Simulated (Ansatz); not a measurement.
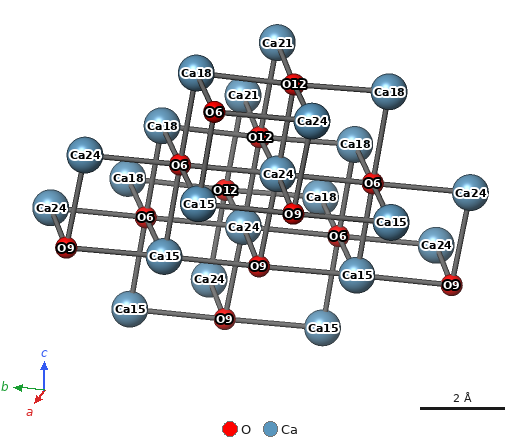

Starting structure of a slab of composition O₁₂Ca₁₂. The picture is a ball-and-stick view of the atoms within 5.8 Å of the atom that moves most (axes of the 2 × 2 repeat of the cell, outlined in the plane, without the vacuum (origin shifted)), seen from a free direction.

Method: DFT, PBEsol, PAW, plane waves in Ansatz.

Input file:
```yaml
crystal:
  lattice:
    - [2.383800, -2.383800, 0.000000]
    - [0.000000, 0.000000, 4.767600]
    - [-22.303288, -22.303288, 0.000000]
  atoms:
    - { symbol: O, position: [0.503733, 0.999323, 0.792994] }
    - { symbol: O, position: [0.496237, 0.991334, 0.580922] }
    - { symbol: O, position: [0.499794, 0.006598, 0.367047] }
    - { symbol: O, position: [0.495030, 0.994132, 0.686946] }
    - { symbol: O, position: [0.499691, 0.996294, 0.473605] }
    - { symbol: O, position: [0.510866, 0.998140, 0.260367] }
    - { symbol: O, position: [0.998513, 0.500076, 0.634522] }
    - { symbol: O, position: [0.994612, 0.502847, 0.419475] }
    - { symbol: O, position: [0.994279, 0.502517, 0.205123] }
    - { symbol: O, position: [0.002353, 0.502553, 0.739839] }
    - { symbol: O, position: [0.008832, 0.501199, 0.526989] }
    - { symbol: O, position: [0.003389, 0.496949, 0.312135] }
    - { symbol: Ca, position: [0.999553, 0.998230, 0.633720] }
    - { symbol: Ca, position: [0.004217, 0.000993, 0.419895] }
    - { symbol: Ca, position: [0.999833, 0.994032, 0.205939] }
    - { symbol: Ca, position: [0.004086, 0.992876, 0.740865] }
    - { symbol: Ca, position: [0.002604, 0.003900, 0.526571] }
    - { symbol: Ca, position: [0.990539, 0.006078, 0.313159] }
    - { symbol: Ca, position: [0.494998, 0.501535, 0.794166] }
    - { symbol: Ca, position: [0.503111, 0.490317, 0.580216] }
    - { symbol: Ca, position: [0.489972, 0.497066, 0.367843] }
    - { symbol: Ca, position: [0.492816, 0.497666, 0.688042] }
    - { symbol: Ca, position: [0.505179, 0.503015, 0.472500] }
    - { symbol: Ca, position: [0.498037, 0.493682, 0.259986] }
kpoints:
  mp_grid: { grid: [6, 4, 1] }
hamiltonian:
  xc: pbesol
scf:
  occupations: { method: fermi_dirac, width: 0.01 }
relax:
  f_tol: 0.03
  max_steps: 80
  escape_saddle: false
  adjacent_minimum: "off"
output:
  forces: true
  eigenvalues: true
  populations: true
```

Launched with:
```bash
ansatz run in.yaml --threads 8 --pin off --max-ram 118750MiB --runs-dir r --events-out ev --progress --plain --backend cuda --devices 0, --max-vram 170GiB
```

Where does the relaxation end?

Answer. The energy falls by 0.522 eV per cell of the calculation in 4 geometry steps. The largest force component goes from 0.91 to 0.022 eV/Å. The largest move relative to the layer's centre is that of O9, 0.18 Å at 7° to the normal (+c side). By element the largest moves are O 0.18 Å, Ca 0.12 Å. The lattice vectors keep their values. Some distances before and after: O9–Ca24 2.425 → 2.243 Å, O6–Ca15 2.432 → 2.250 Å, O6–Ca18 2.321 → 2.463 Å, O6–Ca15 (another image) 2.380 → 2.249 Å. Among the angles between lasting bonds that change: O9–Ca24–O9 88.5° → 97.5°, Ca24–O9–Ca24 88.5° → 97.5°, Ca15–O6–Ca15 88.9° → 97.1°. The run took 4.3 s on 1 × NVIDIA GB200 with 8 threads of Arm Neoverse-V2, peak memory 1.9 GiB.

Final geometry:

```
CELL_PARAMETERS angstrom
2.38380 -2.38380 0.00000
0.00000 0.00000 4.76760
-22.30329 -22.30329 0.00000
ATOMIC_POSITIONS crystal
O 0.50042 0.99872 0.78942
O 0.49953 0.99868 0.57991
O 0.49941 0.99888 0.36583
O 0.49975 0.99878 0.68584
O 0.49950 0.99858 0.47314
O 0.49952 0.99911 0.25685
O 0.99952 0.49874 0.63441
O 0.99967 0.49867 0.42036
O 0.99937 0.49934 0.21075
O 0.99998 0.49865 0.74334
O 0.99943 0.49862 0.52713
O 0.99952 0.49900 0.31438
Ca 0.99977 0.99881 0.63395
Ca 0.99927 0.99867 0.42011
Ca 0.99929 0.99919 0.20962
Ca 0.00061 0.99864 0.74256
Ca 0.99965 0.99874 0.52691
Ca 0.99939 0.99887 0.31380
Ca 0.50116 0.49855 0.79057
Ca 0.49970 0.49879 0.58019
Ca 0.49935 0.49878 0.36630
Ca 0.49960 0.49873 0.68644
Ca 0.49942 0.49870 0.47342
Ca 0.49944 0.49912 0.25764
```

After the run, drawn alike:

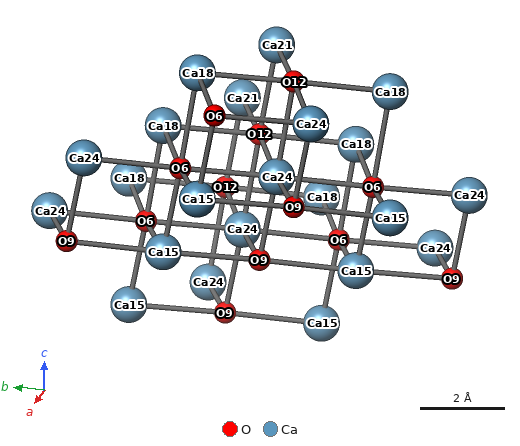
